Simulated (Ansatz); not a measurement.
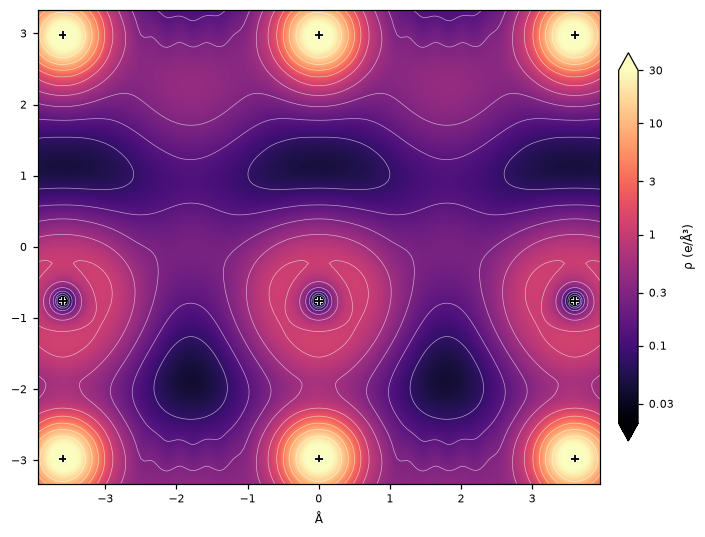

The valence pseudo-density on a plane through atoms (crosses mark nuclei in the plane).

These are results of DFT, PBEsol, PAW with Ansatz's default frozen-core files, scalar-relativistic; relaxation of cell and atoms (Ansatz 0.2.0), not measurements.

Candidates:
A. ZnS, a = 3.60 Å, b = 3.60 Å, c = 5.95 Å, α = 90.00°, β = 90.00°, γ = 120.00°. Space group P6₃mc; computed pressure about 15 GPa in this cell.
B. MgO, a = 4.21 Å, b = 4.21 Å, c = 4.21 Å, α = 90.00°, β = 90.00°, γ = 90.00°. Space group Fm-3m.

### Which candidate gave the map?

Candidate A: ZnS on the (100) plane of the conventional cell, which holds Zn and S. Zn–S (2.21 Å): the density is about 0.62 e/Å³ at the midpoint.
